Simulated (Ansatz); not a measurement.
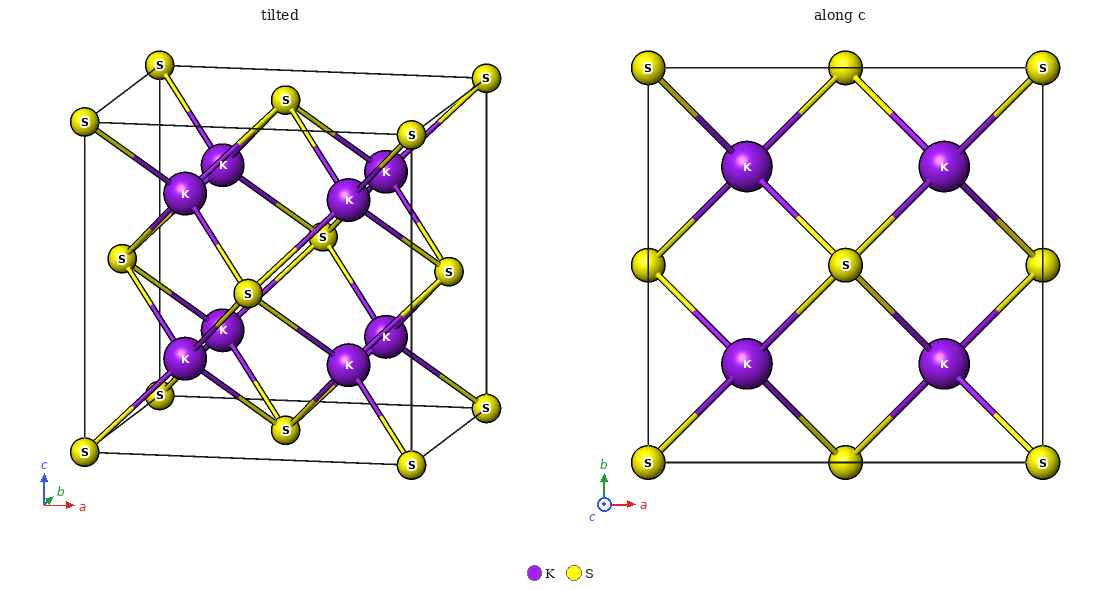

Ball-and-stick representation of a periodic structure, projected slightly off an axis and along the c axis. The box is the conventional unit cell; atoms on or close to its faces, edges and corners are drawn wherever they repeat.

K₂S, space group Fm-3m (No. 225), a = 7.41 Å, b = 7.41 Å, c = 7.41 Å, α = 90.00°, β = 90.00°, γ = 90.00°.

Level of theory and settings: DFT, r2SCAN, plane waves, PAW (Ansatz), wavefunction cutoff 500 eV, k-points about 0.24 Å⁻¹ apart, no spin polarisation.

**Classify it as metallic or gapped, with the value.**

A semiconductor at this level, with a gap of 2.75 eV, indirect; the smallest direct gap is 2.95 eV.

**How strongly do the electrons screen (ε∞)?**

ε∞ averages 2.9.

The cell started as a structure listed in the Materials Project. Earlier steps of the study may have refined or changed the cell and positions. It went into a calculation with Ansatz.
